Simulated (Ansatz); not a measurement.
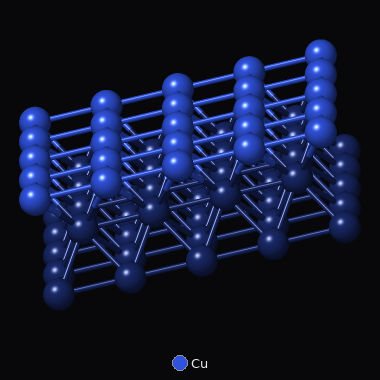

The system is H on a Cu(100) slab cut from the Fm-3m phase, its upper half relaxed before the scan (12 atoms of substrate and one adsorbate in a 2 × 2 cell); the picture shows it without the atoms that are moved over the map. 
- H is moved over the surface cell; relaxed at each place: the height of the adsorbate's atoms; substrate rigid; the origin of the map has the adsorbate above Cu9.
- Places are given modulo a cell vector. The map is drawn in real space over the plane of the surface.
- The grid has 6 × 6 points; 10 points were computed and 26 follow by symmetry.
- Places are given in fractions of the 1 × 1 surface cell.
- Energies are in eV, from the lowest grid point.
- These are results of DFT PBE, scalar-relativistic, plane waves, PAW (Ansatz), not measurements. Settings: cutoff 420 eV, k-mesh 5×5×1, gaussian smearing 0.1 eV, no spin polarisation.

Range: position of H13 along the first surface vector from 0.000 to 0.833; position of H13 along the second surface vector from 0.000 to 0.833.

### What will the energy surface look like?

The lowest grid point is at a fourfold hollow over a second-layer Cu atom, (3/6, 3/6) of the cell vectors. The highest grid point, the top site over a surface Cu atom, (0/6, 0/6) of the cell vectors, lies 0.477 eV above the lowest. On the interpolated surface the easiest way out of the lowest well to its copy in the next cell or period passes a barrier of about 0.053 eV. At the lowest point the adsorbate has 4 Cu at 1.89 Å as nearest neighbours, at the highest 1 Cu at 1.52 Å. Its relaxed height above the top atom is 0.54 Å at the lowest and 1.52 Å at the highest point.

```tsv
second ↓, first →	0/6	1/6	2/6	3/6	4/6	5/6
5/6	0.437	0.401	0.255	0.050	0.255	0.401
4/6	0.273	0.255	0.167	0.039	0.167	0.255
3/6	0.045	0.050	0.039	0.000	0.039	0.050
2/6	0.273	0.255	0.167	0.039	0.167	0.255
1/6	0.437	0.401	0.255	0.050	0.255	0.401
0/6	0.477	0.437	0.273	0.045	0.273	0.437
```

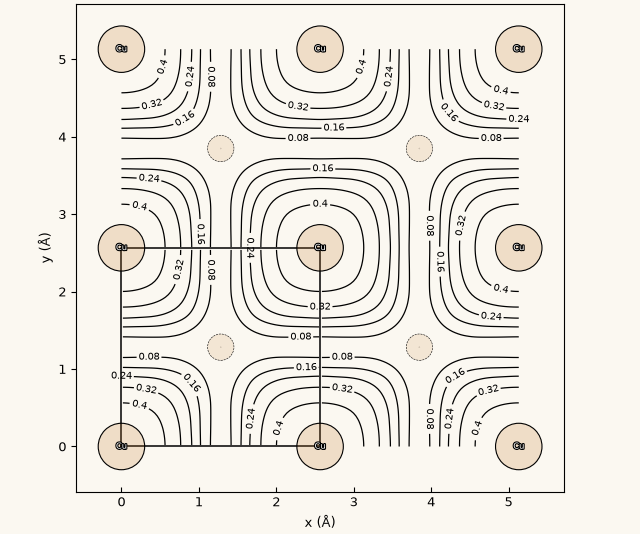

Drawn: contour lines labelled in eV, labelled circles for the atoms of the top layer and small ones for the second layer, the outline of one cell of the 2 × 2 shown. Between grid points the surface is interpolated.

Each point was launched as `ansatz run input.yaml --threads 4 --pin off --max-ram 12288MiB --backend cpu --events-out ev --progress --plain --runs-dir out`. Time for the 10 points that were run: 12 min on 4 threads of Intel(R) Xeon(R) Platinum 8375C CPU @ 2.90GHz (Ice Lake), with other jobs on the host.

PAW datasets: the set soft_1.
